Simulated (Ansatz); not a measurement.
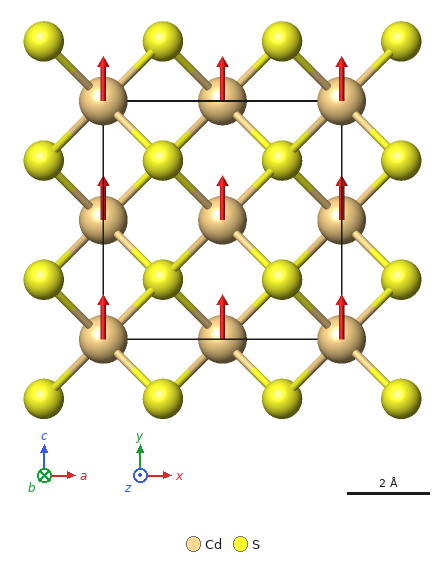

Crystalline CdS (F-43m): the whole Cd sublattice is shifted rigidly, along Cartesian [0 1 0], all else fixed. The picture shows the reference cell. The red arrows give the direction of positive displacement. A ball-and-stick model of the conventional cell (4 times the calculation's cell), seen along the b axis. Lengths and directions refer to the drawn axes.

The calculation used Ansatz 0.2.0, DFT r2SCAN, scalar-relativistic, plane waves, PAW. (plane-wave cutoff 500 eV; k-point mesh 8 × 8 × 8; occupations gaussian; smearing width 0.05 eV; no spin polarisation). Energies (free energies at the smearing named) are counted from the cell as listed in its source, which wasn't relaxed.

Input
```yaml
crystal:
  lattice:
    - [0.0, 2.91, 2.91]
    - [2.91, 0.0, 2.91]
    - [2.91, 2.91, 0.0]
  atoms:
    - { symbol: Cd, position: [0.0, 0.0, 0.0] }
    - { symbol: S, position: [0.75, 0.75, 0.75] }
basis:
  ecutwfc: 500
kpoints:
  mp_grid: { grid: [8, 8, 8] }
hamiltonian:
  xc: r2scan
scf:
  occupations: { method: gaussian, width: 0.05 }
output:
  forces: true
  stress: true
  eigenvalues: true
```

### Predict the energy profile (the displacement: −0.200, −0.150, −0.100, −0.050, 0.000, 0.050, 0.100, 0.125, 0.150, 0.175, 0.200 Å).

| displacement (Å) | energy change (meV/cell) |
| --- | --- |
| −0.200 | 104.7 |
| −0.150 | 59.3 |
| −0.100 | 26.5 |
| −0.050 | 6.6 |
| 0.000 | 0.0 |
| 0.050 | 6.6 |
| 0.100 | 26.5 |
| 0.125 | 41.3 |
| 0.150 | 59.3 |
| 0.175 | 80.4 |
| 0.200 | 104.7 |

Points that are alike by symmetry were computed once.

Of the computed points the lowest is at the displacement 0.00 Å, 0.0 meV/cell. The end points stand at 104.7 meV/cell (−0.20 Å) and 104.7 meV/cell (0.20 Å). The curvature at zero is about 5.3 eV/Å² per cell. The well is symmetric. At the highest point the shortest interatomic distance is 2.41 Å, against 2.52 Å in the reference. The distortion takes the space group from F-43m to Imm2.

The computed profile (hollow markers are points alike by symmetry):

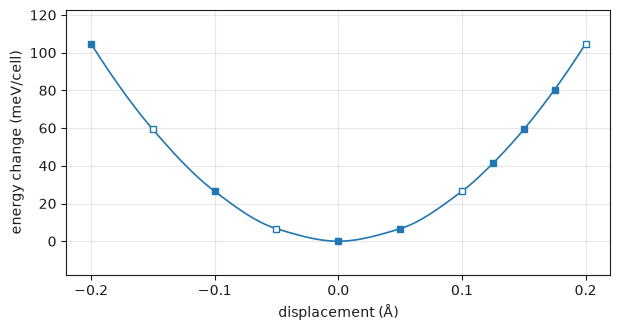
